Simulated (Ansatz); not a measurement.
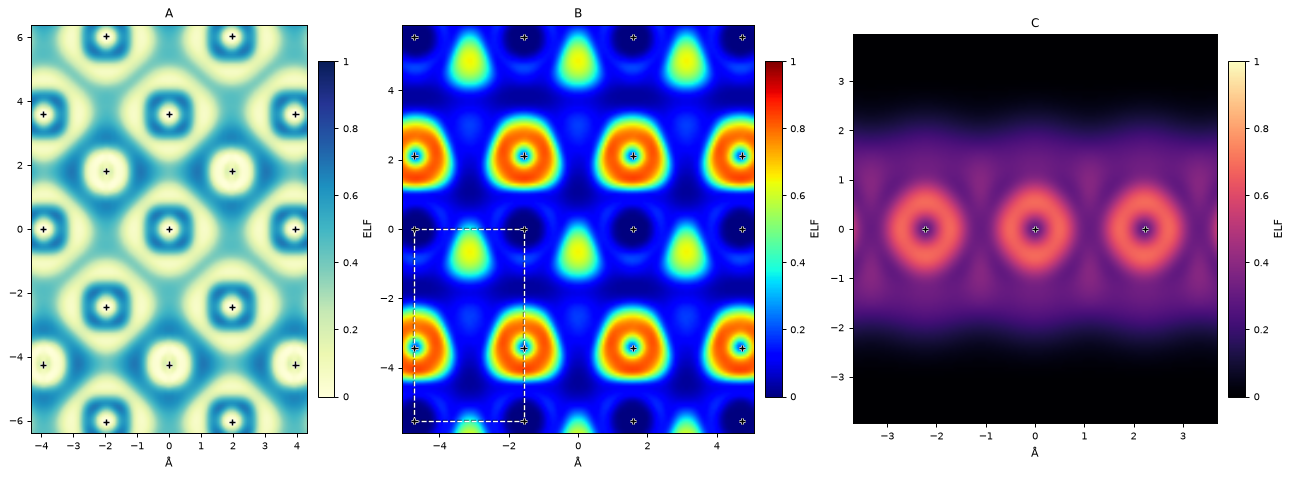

The ELF of 3 systems, each on a plane through atoms (crosses mark nuclei in the plane).

Method: DFT r2SCAN, scalar-relativistic, plane waves, PAW (Ansatz).

System 1: Ir, the (100) plane of the conventional cell. Space group Pmma; a structure from a database of computed crystals, not necessarily the ambient phase; spin-polarised.

```
Ir
1.0
    12.23846    0.00000    0.00000
     0.00000    2.23343    0.00000
     0.00000    0.00000    7.19300
Ir
2
Direct
  0.25000 0.00000 0.16399
  0.75000 0.00000 0.83601
```

System 2: ZnO, the (010) plane of the conventional cell. Space group P6₃mc; not relaxed (largest force 0.6 eV/Å).

```
CELL_PARAMETERS angstrom
3.14779 0.00000 0.00000
-1.57389 2.72606 0.00000
0.00000 0.00000 5.54518
ATOMIC_POSITIONS crystal
Zn 0.33333 0.66667 0.00000
Zn 0.66667 0.33333 0.50000
O 0.33333 0.66667 0.38210
O 0.66667 0.33333 0.88210
```

System 3: TiAl₂, the (001) plane of the conventional cell. Space group Cmmm; not relaxed (largest force 1.0 eV/Å); computed without spin polarisation.

```cif
data_structure
_symmetry_space_group_name_H-M 'P 1'
_symmetry_Int_Tables_number 1
_cell_length_a 3.9591
_cell_length_b 12.0944
_cell_length_c 4.0315
_cell_angle_alpha 90.000
_cell_angle_beta 90.000
_cell_angle_gamma 90.000
_cell_volume 193.04
loop_
_atom_site_label
_atom_site_type_symbol
_atom_site_fract_x
_atom_site_fract_y
_atom_site_fract_z
_atom_site_occupancy
Ti1 Ti 0.00000 0.35100 0.00000 1
Ti2 Ti 0.50000 0.85100 0.00000 1
Ti3 Ti 0.00000 0.64900 0.00000 1
Ti4 Ti 0.50000 0.14900 0.00000 1
Al1 Al 0.00000 0.00000 0.00000 1
Al2 Al 0.50000 0.50000 0.00000 1
Al3 Al 0.00000 0.17600 0.50000 1
Al4 Al 0.50000 0.67600 0.50000 1
Al5 Al 0.00000 0.82400 0.50000 1
Al6 Al 0.50000 0.32400 0.50000 1
Al7 Al 0.00000 0.50000 0.50000 1
Al8 Al 0.50000 0.00000 0.50000 1
```

Which map belongs to which system?

Panel A is system 3, TiAl₂: the plane holds Ti and Al. Ti–Al (2.68 Å): the ELF is about 0.35 at the midpoint. Panel B is system 2, ZnO: the plane holds Zn and O. Zn–O (2.12 Å): the ELF peaks at about 0.85 in the valence shell of O, 0.6 Å from its nucleus, and is about 0.20 at the midpoint: no localised pair shows between them. Panel C is system 1, Ir: the plane holds Ir. Ir–Ir (2.23 Å): the ELF is about 0.30 at the midpoint.
